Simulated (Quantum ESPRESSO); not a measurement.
**KCl (Sylvite): how pressure shifts the optical phonon**

By how much does an optical zone-centre mode of KCl (Sylvite) shift under hydrostatic pressure?

Main program and level: Quantum ESPRESSO 7.5; DFT LDA, scalar-relativistic, plane waves, PseudoDojo norm-conserving pseudopotentials.

## (1) The relaxed structure

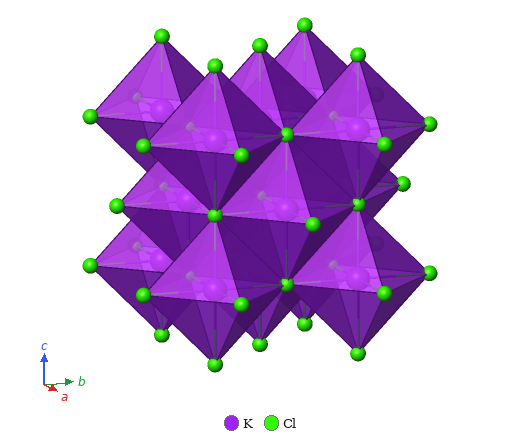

The starting structure, seen slightly off an axis (potassium purple, chlorine green). This picture shows the conventional cell, with its axes. Some periodic images of atoms are drawn too.

Structure file:

```xyz
2
Lattice="-3.0375 0.0000 3.0375 0.0000 3.0375 3.0375 -3.0375 3.0375 0.0000" Properties=species:S:1:pos:R:3 pbc="T T T"
K     0.0000    0.0000    0.0000
Cl   -3.0375    3.0375    3.0375
```

This is the cell after its relaxation at this level of theory, not the database cell from which that began.

## (2) Runs at several volumes

The relaxed cell is scaled uniformly; in this structure symmetry fixes all atoms, so nothing has to be relaxed anew. Each volume gets a ground state and a response at Γ. The mode followed is the highest one without the macroscopic field, of symmetry T1u; longitudinal polar modes lie higher. Cutoff 79 Ry, k mesh 8×8×8.

From the response at V/V₀ = 0.97:

Output:

```text
[banners, grids, parts of the stress and lines that vanish by symmetry left out]
Program PHONON v.7.5
     Reading xml data from directory:

[...]
Exchange-correlation= PW
                           (   1   4   0   0   0   0   0)
[...]
kinetic-energy cut-off    =      79.0000  Ry
     charge density cut-off    =     316.0000  Ry
     convergence threshold     =      1.0E-18
[...]
Exchange-correlation= PW
                           (   1   4   0   0   0   0   0)
[...]
q = (   0.0000000   0.0000000   0.0000000 )
     49 Sym.Ops. (with q -> -q+G )
     G cutoff = 1033.7316  (  34717 G-vectors)     FFT grid: ( 45, 45, 45)
     number of k points=    29
[...]
Mode symmetry, O_h (m-3m)  point group:
[...]
Dielectric constant
[...]
End of electric fields calculation
          Dielectric constant in cartesian axis
          (       2.547035820       0.000000000      -0.000000000 )
          (       0.000000000       2.547035820       0.000000000 )
          (      -0.000000000       0.000000000       2.547035820 )
          Effective charges (d Force / dE) in cartesian axis without acoustic sum rule applied (asr)
           atom    1  K     Mean Z*:        1.10561
      Ex  (        1.10561        0.00000       -0.00000 )
      Ey  (        0.00000        1.10561       -0.00000 )
      Ez  (        0.00000       -0.00000        1.10561 )
           atom    2  Cl    Mean Z*:       -1.10618
      Ex  (       -1.10618       -0.00000        0.00000 )
      Ey  (        0.00000       -1.10618        0.00000 )
      Ez  (       -0.00000       -0.00000       -1.10618 )
          Effective charges Sum: Mean:       -0.00057
[...]
Effective charges (d Force / dE) in cartesian axis with asr applied:
           atom    1  K     Mean Z*:        1.10589
[...]
atom    2  Cl    Mean Z*:       -1.10589
[...]
Representation #   1 modes #   1   2   3
[...]
End of self-consistent calculation
     Convergence has been achieved
     Representation #   2 modes #   4   5   6
[...]
End of self-consistent calculation
     Convergence has been achieved
[...]
Dielectric constant in cartesian axis
          (       2.547035820       0.000000000      -0.000000000 )
          (       0.000000000       2.547035820       0.000000000 )
          (      -0.000000000       0.000000000       2.547035820 )
          Effective charges (d Force / dE) in cartesian axis without acoustic sum rule applied (asr)
           atom    1  K     Mean Z*:        1.10561
      Ex  (        1.10561        0.00000       -0.00000 )
      Ey  (        0.00000        1.10561       -0.00000 )
      Ez  (        0.00000       -0.00000        1.10561 )
           atom    2  Cl    Mean Z*:       -1.10618
      Ex  (       -1.10618       -0.00000        0.00000 )
      Ey  (        0.00000       -1.10618        0.00000 )
      Ez  (       -0.00000       -0.00000       -1.10618 )
          Effective charges Sum: Mean:       -0.00057
[...]
Effective charges (d Force / dE) in cartesian axis with asr applied:
           atom    1  K     Mean Z*:        1.10589
[...]
atom    2  Cl    Mean Z*:       -1.10589
[...]
q = (    0.000000000   0.000000000   0.000000000 )
[...]
freq (    1) =      -0.030875 [THz] =      -1.029872 [cm-1]
     freq (    2) =      -0.030875 [THz] =      -1.029872 [cm-1]
     freq (    3) =      -0.030875 [THz] =      -1.029872 [cm-1]
     freq (    4) =       5.185142 [THz] =     172.957723 [cm-1]
     freq (    5) =       5.185142 [THz] =     172.957723 [cm-1]
     freq (    6) =       5.185142 [THz] =     172.957723 [cm-1]
[...]
Mode symmetry, O_h (m-3m)  point group:
     freq (   1-   3) =         -1.0  [cm-1]   --> T_1u G_15  G_4- I
     freq (   4-   6) =        173.0  [cm-1]   --> T_1u G_15  G_4- I

   JOB DONE.
```

One volume, V/V₀ = 1, is held back as a test.

| V/V₀ | volume (Å³/atom) | pressure (GPa) | ω (cm⁻¹) |
| --- | --- | --- | --- |
| 0.97 | 27.185 | 0.80 | 172.96 |
| 1 | 28.026 | 0.00 | held back |
| 1.03 | 28.867 | -0.67 | 150.63 |

## (3) The fit

The mode Grüneisen parameter is γ = −d ln ω / d ln V.

| ln(V/V₀) | ln ω |
| --- | --- |
| -0.0305 | 5.1531 |
| 0.0296 | 5.0148 |

A straight line through these points has the slope -2.303, so γ = 2.30; at V/V₀ = 1 it predicts ω = exp(5.0829 + 0.0000) = 161.24 cm⁻¹.

A parabola of pressure against ln V through V/V₀ = 0.97, 1 and 1.03 gives the bulk modulus B = −dP/d ln V = 24.4 GPa at V₀. With ω₀ from the fitted line the pressure coefficient follows as dω/dP = γ ω₀ / B = 2.30 × 161.2 / 24.4 = 15.2 cm⁻¹/GPa.

## (4) The run that was held back

Output:

```text
[banners, grids, parts of the stress and lines that vanish by symmetry left out]
[banner, memory and clock lines left out]
Program PHONON v.7.5

[...]
Exchange-correlation= PW
                           (   1   4   0   0   0   0   0)
[...]
(   8 q-points):
[...]
kinetic-energy cut-off    =      79.0000  Ry
     charge density cut-off    =     316.0000  Ry
     convergence threshold     =      1.0E-18
[...]
Exchange-correlation= PW
                           (   1   4   0   0   0   0   0)
[...]
q = (   0.0000000   0.0000000   0.0000000 )
     49 Sym.Ops. (with q -> -q+G )
     G cutoff = 1054.9373  (  35749 G-vectors)     FFT grid: ( 45, 45, 45)
     number of k points=    29
[...]
Mode symmetry, O_h (m-3m)  point group:
[...]
Dielectric constant
[...]
End of electric fields calculation
          Dielectric constant in cartesian axis
          (       2.511617162       0.000000000       0.000000000 )
          (       0.000000000       2.511617162       0.000000000 )
          (       0.000000000       0.000000000       2.511617162 )
          Effective charges (d Force / dE) in cartesian axis without acoustic sum rule applied (asr)
           atom    1  K     Mean Z*:        1.10949
      Ex  (        1.10949        0.00000       -0.00000 )
      Ey  (       -0.00000        1.10949       -0.00000 )
      Ez  (        0.00000        0.00000        1.10949 )
           atom    2  Cl    Mean Z*:       -1.11005
      Ex  (       -1.11005       -0.00000       -0.00000 )
      Ey  (       -0.00000       -1.11005        0.00000 )
[...]
Convergence has been achieved
[...]
Convergence has been achieved
[...]
Convergence has been achieved
[...]
q = (    0.000000000  -1.000000000   0.000000000 )
[...]
freq (    5) =       4.973938 [THz] =     165.912722 [cm-1]
     freq (    6) =       5.132110 [THz] =     171.188746 [cm-1]
[...]
Mode symmetry, D_4h(4/mmm) point group:
     freq (   1-   2) =         56.6  [cm-1]   --> E_u  X_5' M_5'
     freq (   3-   3) =        105.1  [cm-1]   --> A_2u X_4' M_4'
     freq (   4-   5) =        165.9  [cm-1]   --> E_u  X_5' M_5'
     freq (   6-   6) =        171.2  [cm-1]   --> A_2u X_4' M_4'
[...]
Mode symmetry, D_2d (-42m) point group:
[...]
Representation #   1 mode #   1
[...]
Convergence has been achieved
     Representation #   2 mode #   2
[...]
Convergence has been achieved
     Representation #   3 modes #   3   4
[...]
End of self-consistent calculation
     Convergence has been achieved
     Representation #   4 modes #   5   6
[...]
End of self-consistent calculation
     Convergence has been achieved
[...]
q = (   -0.500000000  -1.000000000   0.000000000 )
[...]
freq (    1) =       2.563185 [THz] =      85.498633 [cm-1]
     freq (    2) =       2.563185 [THz] =      85.498633 [cm-1]
     freq (    3) =       3.872972 [THz] =     129.188425 [cm-1]
     freq (    4) =       4.032055 [THz] =     134.494879 [cm-1]
     freq (    5) =       5.056790 [THz] =     168.676356 [cm-1]
     freq (    6) =       5.056790 [THz] =     168.676356 [cm-1]
[...]
Mode symmetry, D_2d (-42m) point group:
     freq (   1-   2) =         85.5  [cm-1]   --> E    X_5  W_3
     freq (   3-   3) =        129.2  [cm-1]   --> B_2  X_3  W_2
     freq (   4-   4) =        134.5  [cm-1]   --> A_1  X_1  W_1
     freq (   5-   6) =        168.7  [cm-1]   --> E    X_5  W_3
```

It gives 161.53 cm⁻¹ against the predicted 161.24 cm⁻¹, a miss of 0.3 cm⁻¹.

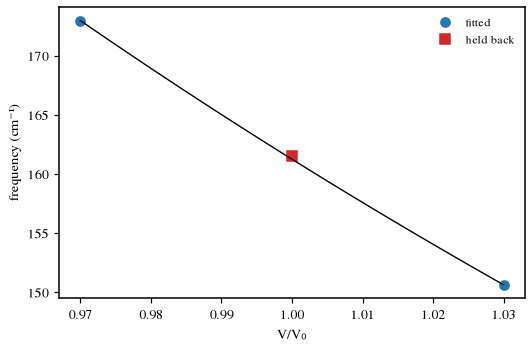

Frequency against volume, with the power-law fit.

## (5) Results

| Property | Result |
| --- | --- |
| mode Grüneisen parameter | 2.303 |
| bulk modulus | 24.4 GPa |
| pressure coefficient | 15.2 cm⁻¹/GPa |

The highest optical mode of KCl (Sylvite) without the LO-TO term stiffens by 15.2 cm⁻¹ a GPa near the relaxed volume, with γ = 2.30. The power law meets all 3 runs within 0.18 %; between neighbouring volumes γ runs from 2.24 to 2.36. Such a coefficient turns a measured shift of this mode into a hydrostatic stress; uniaxial or biaxial stress splits the mode and needs deformation potentials. These are harmonic values at zero temperature for the structure held cubic, which a run at Γ can't show to be stable; the bulk modulus rests on three points.

[Host names and launcher messages were left out of these logs when they were recorded.]

[Logs are printed without paths, hosts, clocks, repeated set-up lines and the standing remarks that a program may print on its own settings, such as how far it seeks lower states.]

[Hosts, paths, dates, database ids (printed as entryN), source tags and the programs' standing remarks are cut or masked in the printed files.]
